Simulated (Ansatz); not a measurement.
```
CELL_PARAMETERS angstrom
4.55930 0.00000 0.00000
-2.27965 3.94847 0.00000
0.00000 0.00000 8.02007
ATOMIC_POSITIONS crystal
K 0.00000 0.00000 0.00000
K 0.00000 0.00000 0.50000
Br 0.33333 0.66667 0.25000
Br 0.66667 0.33333 0.75000
```

Space group P6₃/mmc; started from the NiAs prototype, which need not be the ambient phase.

All numbers below come from DFT, PBE with spin-orbit coupling, plane waves, PAW (Ansatz 0.2.0).

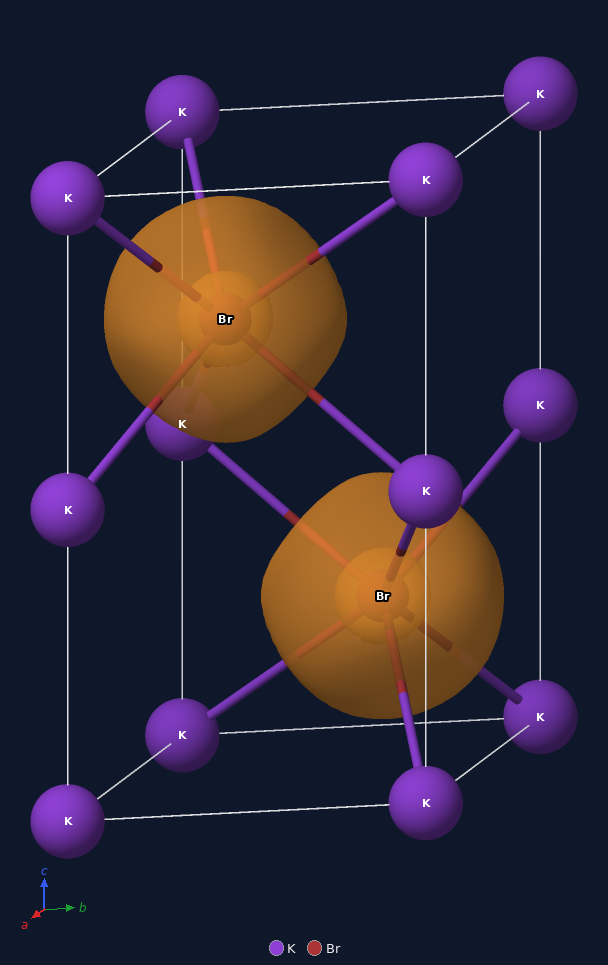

KBr. Isosurface of the electron localisation function at 0.65 (orange), seen slightly off an axis. Only the valence region is drawn (cores and ρ < 0.01 e/Å³ removed). Sticks mark near contacts.

Q: Identify the bonds, lone pairs and shells in this picture.

A: At this value the surface marks out two regions wrapped around Br (the valence shell of each), counted in one cell of 4 atoms. Regions shared between cells count once. Along the contacts the grid gives the following. K–Br (3.31 Å): the ELF is about 0.15 at the midpoint (a closed-shell, largely ionic contact).
